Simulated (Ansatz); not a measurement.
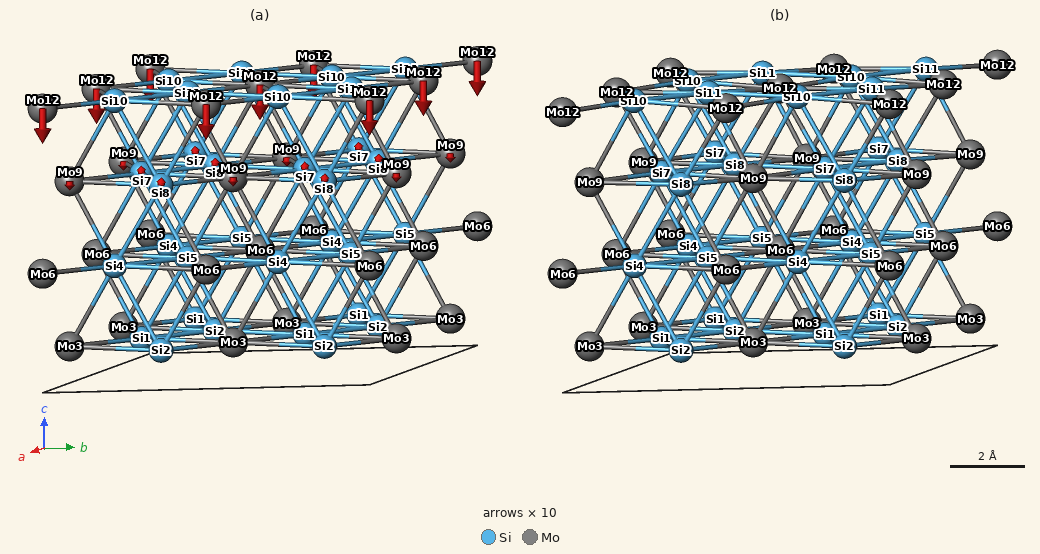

The structure of a slab of composition Si2Mo (cut from the I4/mmm phase) before (left) and after (right) a constrained relaxation, at one scale. The red arrows give the displacements, magnified 10 times.

A ball-and-stick model of the 2 × 2 repeat of the cell, outlined in the plane, without the vacuum, seen slightly off an axis.

Case: clean slab, lower half held. The slab is the (1 1 0) face of Si2Mo. 6 atoms are held fixed.

Theory: DFT PBEsol, scalar-relativistic, plane waves, PAW in Ansatz 0.2.0.

The input:
```yaml
crystal:
  lattice:
    - [4.5114405025, 0.0, 0.0]
    - [-2.2557202513, 3.9106920066, 0.0]
    - [0.0, 0.0, 23.7671607538]
  atoms:
    - { symbol: Si, position: [0.1649403354, 0.3298806707, 0.3576363238] }
    - { symbol: Si, position: [0.8350596646, 0.6701193293, 0.3576363238] }
    - { symbol: Mo, position: [0.5, 0.0, 0.3576363238] }
    - { symbol: Si, position: [0.6649403354, 0.3298806707, 0.4525454413] }
    - { symbol: Si, position: [0.3350596646, 0.6701193293, 0.4525454413] }
    - { symbol: Mo, position: [0.0, 0.0, 0.4525454413] }
    - { symbol: Si, position: [0.1649403354, 0.3298806707, 0.5474545587] }
    - { symbol: Si, position: [0.8350596646, 0.6701193293, 0.5474545587] }
    - { symbol: Mo, position: [0.5, 0.0, 0.5474545587] }
    - { symbol: Si, position: [0.6649403354, 0.3298806707, 0.6423636762] }
    - { symbol: Si, position: [0.3350596646, 0.6701193293, 0.6423636762] }
    - { symbol: Mo, position: [0.0, 0.0, 0.6423636762] }
basis:
  ecutwfc: 420
kpoints:
  mp_grid: { grid: [9, 9, 1] }
hamiltonian:
  xc: pbesol
scf:
  occupations: { method: gaussian, width: 0.1 }
output:
  forces: true
  eigenvalues: true
  write_density: true
  write_potential: true
  elf: true
  volumetric_format: npy
relax:
  adjacent_minimum: "off"
  f_tol: 0.03
  max_steps: 70
  constraints: [{ sites: [0, 1, 2, 3, 4, 5] }]
efield:
  axis: 3
  dipole_correction: true
  ramp_width: 0.04
```

Launched with:
```bash
ansatz run input.yaml --threads 2 --pin off --max-ram 5120MiB --backend cpu --events-out ev --progress --plain --runs-dir out
```

**Describe what moved and what it gained.**

The largest move is that of Mo12, 0.097 Å along the normal (−c). By element the largest moves are Mo 0.097 Å, Si 0.022 Å. The lattice vectors keep their values. Among the contacts that change: Si7–Mo12 2.599 → 2.495 Å, Si10–Si11 2.580 → 2.544 Å, Si4–Mo9 2.599 → 2.577 Å, Si10–Mo12 2.621 → 2.640 Å. After 4 geometry steps the energy has fallen by 91.1 meV per cell of the calculation. Largest force component: 1.5 eV/Å at the start, 0.0036 eV/Å at the end.
